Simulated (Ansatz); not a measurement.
## Electronic structure of C in real space

Input file:

```
crystal:
  lattice:
    - [1.2284209489, 0.7092291655, 3.4206186814]
    - [-1.2284209489, 0.7092291655, 3.4206186814]
    - [0.0, -1.4184583311, 3.4206186814]
  atoms:
    - { symbol: C, position: [0.8334046499, 0.8334046499, 0.8334046499] }
    - { symbol: C, position: [0.1665953501, 0.1665953501, 0.1665953501] }
basis:
  ecutwfc: 500
kpoints:
  mp_grid: { grid: [15, 15, 15] }
hamiltonian:
  xc: r2scan
scf:
  occupations: { method: gaussian, width: 0.02 }
output:
  forces: true
  stress: true
  eigenvalues: true
  write_density: true
  write_potential: true
  elf: true
  volumetric_format: npy
relax:
  adjacent_minimum: "off"
  f_tol: 0.005
  max_steps: 80
  cell: { stress_tol: 0.05 }
```

Command:

```sh
ansatz run input.yaml --threads 1 --pin off --max-ram 2560MiB --backend cpu --events-out ev --progress --plain --runs-dir out
```

Below, planes, directions and counts refer to the conventional cell (a = 2.46 Å, b = 2.46 Å, c = 10.54 Å, α = 90.00°, β = 90.00°, γ = 120.00°).

The fields are those of the run's last geometry, not of the input's.

Space group R-3m.

All numbers below come from DFT r2SCAN, scalar-relativistic, plane waves, PAW (Ansatz).

In a PAW calculation such maps are meaningful between the atoms, not at the nuclei.

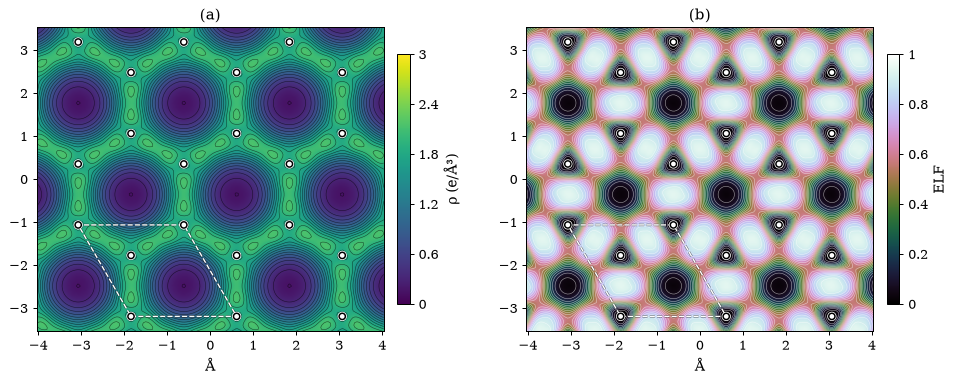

Figure 1. (a) valence electron density; (b) electron localisation function on the (001) plane of the conventional cell. Circles mark the nuclei in the plane (C).

What do the fields say about this system?

Atoms in the plane: C. C–C (1.42 Å): the density is about 2.1 e/Å³ at the midpoint; the ELF peaks at about 0.95 between the atoms: localised, covalent bonding. Between the atoms the lowest density in this plane is 0.15 e/Å³.

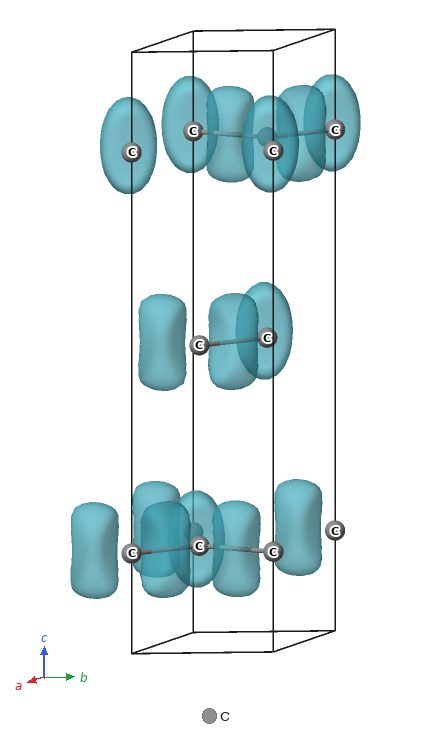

Figure 2. Isosurface of the ELF at 0.7 (cyan), seen at an oblique angle. Only the valence region is drawn (cores and ρ < 0.01 e/Å³ removed). Sticks mark near contacts.

Identify the bonds, lone pairs and shells in this picture.

The ELF exceeds this value in nine regions between bonded C–C atoms (shared pairs), counted in one cell of 6 atoms. Any copies at cell faces, edges or corners count once.

Metal or insulator at this level of theory?

It is gapped, with a Kohn–Sham gap of 0.53 eV on the k-point mesh, an upper bound to the gap of this method.
